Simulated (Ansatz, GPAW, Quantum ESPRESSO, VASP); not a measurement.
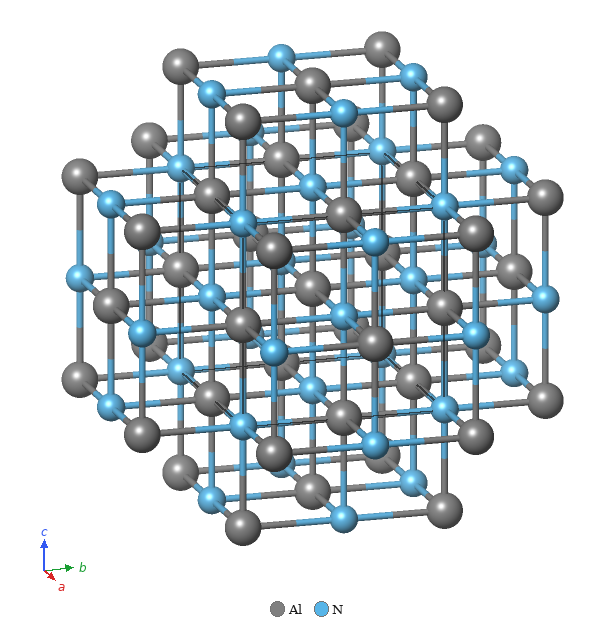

AlN, rock salt (NaCl type), space group Fm-3m (No. 225), a = 4.069 Å, b = 4.069 Å, c = 4.069 Å, α = 90.00°, β = 90.00°, γ = 90.00° (8.42 Å³/atom). Structure drawing (ball-and-stick), viewed slightly off an axis. Thin lines show the conventional unit cell, with boundary atoms drawn in all their periodic places. Every bond is drawn to its end, so some atoms lie outside the box. The cell is a structure listed in the Materials Project. Other forms of this composition are known.

The cell was scaled uniformly, at fixed shape and fractional positions, in five programs or potential sets. Alike in all runs: functional PBE; k mesh 11 × 11 × 11 on the run's cell of 2 atoms; occupations fermi-dirac, width 0.05 eV; no spin polarisation; no spin-orbit coupling.

Energies from Ansatz LAPW (all-electron):

| volume (Å³/atom) | E − E(lowest point) (meV/atom) |
| --- | --- |
| 7.916 | 27.44 |
| 8.085 | 12.02 |
| 8.253 | 3.08 |
| 8.421 | 0.00 |
| 8.590 | 2.22 |
| 8.758 | 9.23 |
| 8.927 | 20.59 |

Q: Fit a third-order Birch-Murnaghan equation of state to these points.

A: V0 = 8.43 Å³/atom (a0 = 4.071 Å), B0 = 251 GPa and B0′ = 4.0. V0 lies 0.1 % above the volume of the cell as given.

The same fit in all programs:

```tsv
program	V0 (Å³/atom)	a0 (Å)	B0 (GPa)	B0′
Ansatz LAPW (all-electron)	8.43	4.071	251	4.0
GPAW (PAW data 1.2.1)	8.49	4.080	253	3.9
Ansatz (Ansatz PAW soft_1)	8.43	4.070	252	3.9
Quantum ESPRESSO (SSSP 1.3 efficiency)	?	?	?	?
VASP (PBE potentials, release 64 Al, N)	8.43	4.070	252	4.0
```

Q: What does Quantum ESPRESSO (SSSP 1.3 efficiency) give?

A: V0 = 8.44 Å³/atom, a0 = 4.071 Å, B0 = 253 GPa and B0′ = 4.0. The other rows span 8.43 to 8.49 Å³/atom and 251 to 253 GPa.

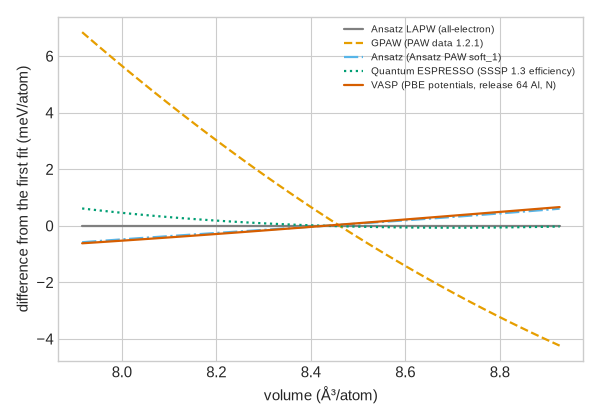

Each fitted curve, counted from its own minimum, less that of Ansatz LAPW (all-electron). With one functional throughout, the spread comes from potentials, basis sets and numerical settings; B0′ is uncertain by a few tenths over so narrow a range.
